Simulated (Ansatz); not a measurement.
Si2Ni: several calculations on one system

## 1. Relaxation

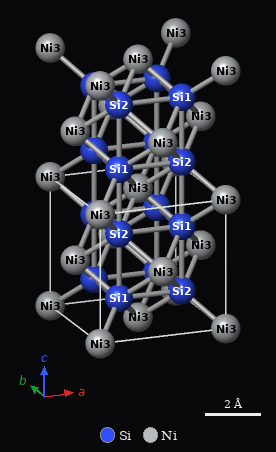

A crystal of Si$_{2}$Ni (set up in Fm-3m), before the relaxation. The picture is a ball-and-stick view of the conventional cell (4 times the calculation's cell), repeated 1 × 1 × 2 with one cell outlined, seen from a free direction. Lengths and directions refer to the drawn axes.

Case: relaxed at 90 GPa.

The calculation used DFT PBE, scalar-relativistic, plane waves, PAW in Ansatz 0.2.0.

The input:
```yaml
crystal:
  lattice:
    - [0.0, 2.4710093339, 2.4710093339]
    - [2.4710093339, 0.0, 2.4710093339]
    - [2.4710093339, 2.4710093339, 0.0]
  atoms:
    - { symbol: Si, position: [0.25, 0.25, 0.25] }
    - { symbol: Si, position: [0.75, 0.75, 0.75] }
    - { symbol: Ni, position: [0.0, 0.0, 0.0] }
basis:
  ecutwfc: 420
kpoints:
  mp_grid: { grid: [14, 14, 14] }
hamiltonian:
  xc: pbe
scf:
  occupations: { method: gaussian, width: 0.1 }
output:
  forces: true
  stress: true
  eigenvalues: true
relax:
  adjacent_minimum: "off"
  f_tol: 0.008
  max_steps: 50
  cell: { stress_tol: 0.08, p_target: 90.0 }
```

Run as
```bash
ansatz run input.yaml --threads 1 --pin off --max-ram 2560MiB --backend cpu --events-out ev --progress --plain --runs-dir out
```

Predict the outcome.

The energy rises by 78.6 meV per atom in 2 accepted moves (3 points after the start). With the target pressure of 90 GPa, the enthalpy E + pV changes by −3.2 meV per atom. All forces vanish by symmetry, so only the cell relaxes. Pressure: 82.95 GPa at the start and 90.01 GPa at the end. At 1 point the geometry stayed and the basis and grid were re-selected for the new cell (energy shift of 0.1 meV per atom at most each time). The atoms keep their places relative to the cell (all moves are under 0.005 Å). The volume changes by −1.4 %, with a = b = c 4.942 → 4.918 Å (−0.5 %). Some distances before and after: Si1–Si2 2.471 → 2.459 Å, Si1–Ni3 2.140 → 2.130 Å. The space group stays Fm-3m (No. 225). Cost: 7.2 s on 1 thread of Intel(R) Xeon(R) 6975P-C (Granite Rapids) (shared host), peak memory 0.4 GiB.

## 2. Relaxation

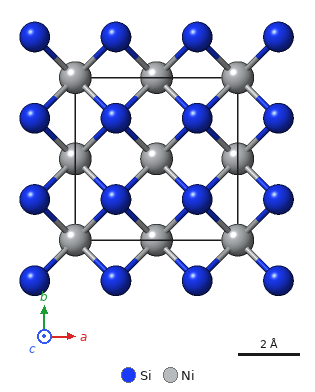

Crystalline Si2Ni (set up in Fm-3m), before the relaxation. A ball-and-stick model of the conventional cell (4 times the calculation's cell), seen along the c axis. Lengths and directions refer to the drawn axes.

All numbers below come from DFT PBE, scalar-relativistic, plane waves, PAW (Ansatz).

The input:
```yaml
crystal:
  lattice:
    - [0.0, 2.6931550407, 2.6931550407]
    - [2.6931550407, 0.0, 2.6931550407]
    - [2.6931550407, 2.6931550407, 0.0]
  atoms:
    - { symbol: Si, position: [0.25, 0.25, 0.25] }
    - { symbol: Si, position: [0.75, 0.75, 0.75] }
    - { symbol: Ni, position: [0.0, 0.0, 0.0] }
basis:
  ecutwfc: 420
kpoints:
  mp_grid: { grid: [14, 14, 14] }
hamiltonian:
  xc: pbe
scf:
  occupations: { method: gaussian, width: 0.1 }
output:
  forces: true
  stress: true
  eigenvalues: true
relax:
  adjacent_minimum: "off"
  f_tol: 0.005
  max_steps: 80
  cell: { stress_tol: 0.05 }
```

Command:
```bash
ansatz run input.yaml --threads 1 --pin off --max-ram 2560MiB --backend cpu --events-out ev --progress --plain --runs-dir out
```

> Predict the outcome.

The atoms keep their places relative to the cell (all moves are under 0.005 Å). The volume changes by +3.4 %, with a = b = c 5.386 → 5.447 Å (+1.1 %). Some distances before and after: Si1–Ni3 2.332 → 2.359 Å. The space group stays Fm-3m (No. 225). The energy falls by 7.1 meV per atom in 3 accepted moves (4 points after the start). All forces vanish by symmetry, so only the cell relaxes. Pressure: 5.24 GPa at the start and 0.01 GPa at the end. The SCF was repeated once at an unchanged geometry on a basis and grid sized afresh for the cell, which shifted the energy by 0.1 meV per atom at most.

The end point in the same view:

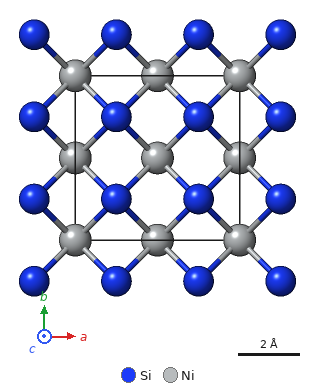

## 3. A change

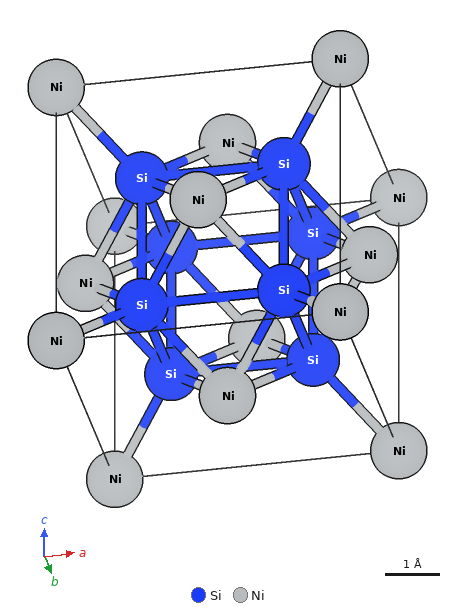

Reference structure: solid Si2Ni (set up in Fm-3m). A ball-and-stick model of the conventional cell (4 times the calculation's cell), seen from a free direction. Lengths and directions refer to the drawn axes.

All numbers below come from Ansatz, DFT PBE, scalar-relativistic, plane waves, PAW. Set-up: plane-wave cutoff 420 eV; k-point mesh 14 × 14 × 14; occupations gaussian; smearing width 0.1 eV; no spin polarisation.

Now this is done to it. The crystal is put under a hydrostatic pressure of 90 GPa. Cell and atoms are relaxed at that pressure.

Question: What is the effect?

Answer: The drawn cell changes as follows: a = b = c 5.447 → 4.918 Å (−9.7 %); the volume changes by −26.4 %. No atom moves by more than 0.005 Å relative to the cell. Some distances before and after: Si–Si 2.723 → 2.459 Å, Ni–Si 2.359 → 2.130 Å. The space group stays Fm-3m (No. 225). The energy rises by 748 meV per atom. The pressure goes from 0.0 to 90.0 GPa.

The changed structure in the same view:

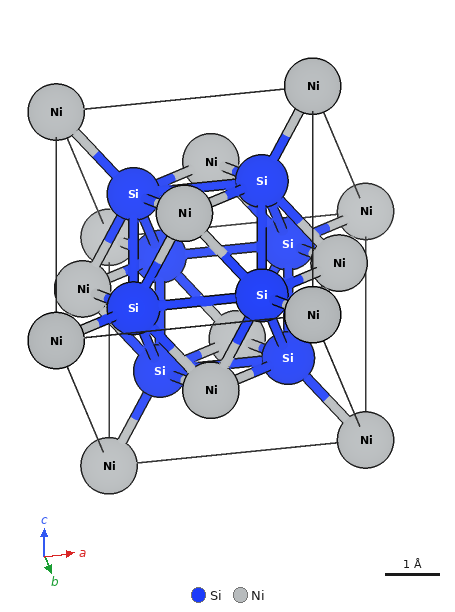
